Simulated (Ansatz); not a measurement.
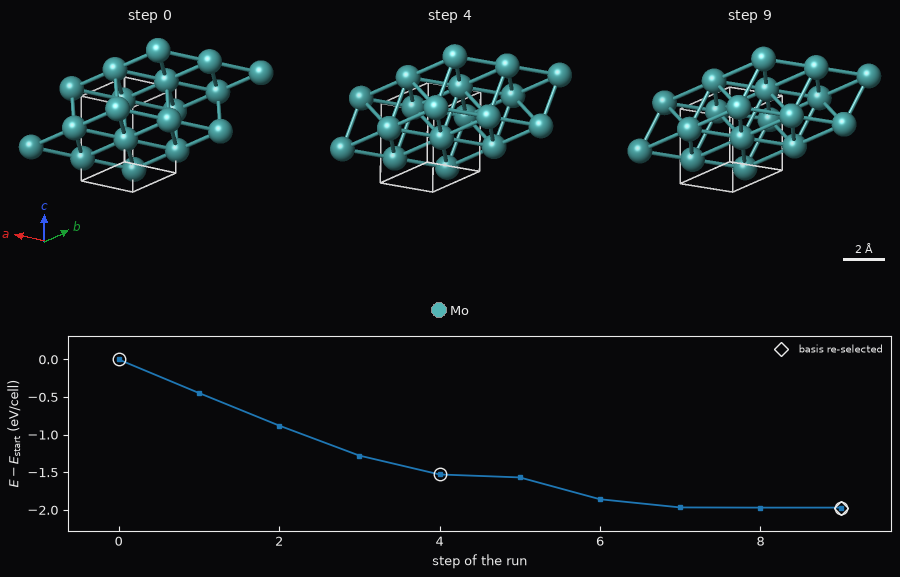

Frames of a relaxation of solid Mo (set up in P-1), marked on the history of the run. Style: ball-and-stick. Shown: the cell of the calculation, repeated 2 × 3 × 1 with one cell outlined, from a free direction.

Case: all atoms moved at random, sigma 0.05 Å for each component; relaxed back.

Method: DFT r2SCAN, scalar-relativistic, plane waves, PAW (Ansatz).

The input:
```yaml
crystal:
  lattice:
    - [2.7488179299, 0.0, 0.0]
    - [-1.374408965, 2.3805461577, 0.0]
    - [0.0, 0.0, 5.0678010884]
  atoms:
    - { symbol: Mo, position: [-0.0099315631, 0.0181489307, 0.2648689336] }
    - { symbol: Mo, position: [0.0099315631, -0.0181489307, 0.7351310664] }
basis:
  ecutwfc: 500
kpoints:
  mp_grid: { grid: [12, 12, 8] }
hamiltonian:
  xc: r2scan
scf:
  occupations: { method: gaussian, width: 0.15 }
output:
  forces: true
  stress: true
  eigenvalues: true
relax:
  adjacent_minimum: "off"
  f_tol: 0.01
  max_steps: 80
  cell: { stress_tol: 0.1 }
```

Launched with:
```bash
ansatz run input.yaml --threads 2 --pin off --max-ram 5120MiB --backend cpu --events-out ev --progress --plain --runs-dir out
```

Q: Describe the path.

A: The energy falls by 1.968 eV per cell of the calculation in 8 accepted moves (9 points after the start). Largest force component: 1.4 eV/Å at the start, 0.00063 eV/Å at the end. The pressure goes from 1.99 to 0.04 GPa. At 1 point the geometry stayed and the basis and grid were re-selected for the new cell (energy shift of 0.3 meV per cell of the calculation at most each time). The largest moves relative to the cell, 0.72 Å, are those of Mo1 and Mo2. Mo1 goes along +b. The volume changes by −5.7 %, with a 2.749 → 2.726 Å (−0.8 %), b 2.749 → 3.149 Å (+14.5 %), c 5.068 → 4.462 Å (−12.0 %), γ 120.0° → 125.3°. Among the contacts that change: Mo1–Mo2 3.753 → 2.731 Å, Mo1–Mo2 (another image) 3.543 → 2.730 Å, Mo1–Mo2 (another image) 3.828 → 3.151 Å, Mo1–Mo1 2.749 → 3.149 Å. New bonds form, among them: Mo1–Mo2 (3.54 → 2.73 Å), Mo1–Mo2 (3.75 → 2.73 Å). Within 0.06 Å the space group is C2/m at the start and Im-3m at the end; at a tighter tolerance small leftover displacements or strains of the cell lower it. Cost: 3.5 min on 2 threads of Arm Neoverse V2, with other jobs on the host, peak memory 0.73 GiB. From step 0 to 4: Mo atoms move most (0.79 Å), volume −3.3 %, energy −1.528 eV per cell of the calculation. From step 4 to 9: Mo atoms move most (0.14 Å), volume −2.5 %, energy −0.440 eV per cell of the calculation.

```csv
step,"E − E(0), meV/atom","largest force component, eV/Å","pressure, GPa","volume, Å³/atom",note
0,0.00,1.3725,1.99,16.581,
1,-222.41,0.9697,0.91,16.337,
2,-439.00,0.7037,1.20,16.060,
3,-638.42,0.8862,-2.31,16.037,
4,-763.91,0.9187,-2.56,16.036,
5,-783.55,0.6084,-9.36,16.444,
6,-928.57,0.3380,-4.15,15.934,
7,-982.87,0.0185,2.66,15.486,
8,-984.18,0.0006,0.05,15.631,
9,-984.03,0.0006,0.04,15.631,"same geometry, new basis"
```
